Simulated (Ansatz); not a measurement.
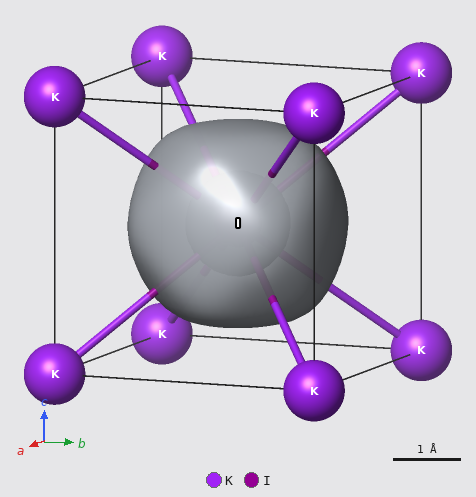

The picture shows: KI. Isosurface of the ELF at 0.6 (grey), seen slightly off an axis. Only the valence region is drawn (cores and ρ < 0.01 e/Å³ removed). Sticks mark near contacts.

Space group Pm-3m; a structure from a database of computed crystals, not necessarily the ambient phase; started from the CsCl-221 prototype, which need not be the ambient phase.

Theory: DFT, PBEsol, plane waves, PAW (Ansatz).

In a PAW calculation such maps are meaningful between the atoms, not at the nuclei.

Identify the bonds, lone pairs and shells in this picture.

The ELF exceeds this value in one region wrapped around I (its valence shell), counted in one cell of 2 atoms. Regions shared between cells count once.

Values along the shortest contacts:
K–I (3.66 Å): the ELF peaks at about 0.80 in the valence shell of I, 1.3 Å from its nucleus, and drops to about 0 between the two atoms; a closed-shell, largely ionic contact.

Does the calculation make it a metal, or give it a gap?

It is gapped, with a Kohn–Sham gap of 3.3 eV on the k-point mesh, an upper bound to the gap of this method.
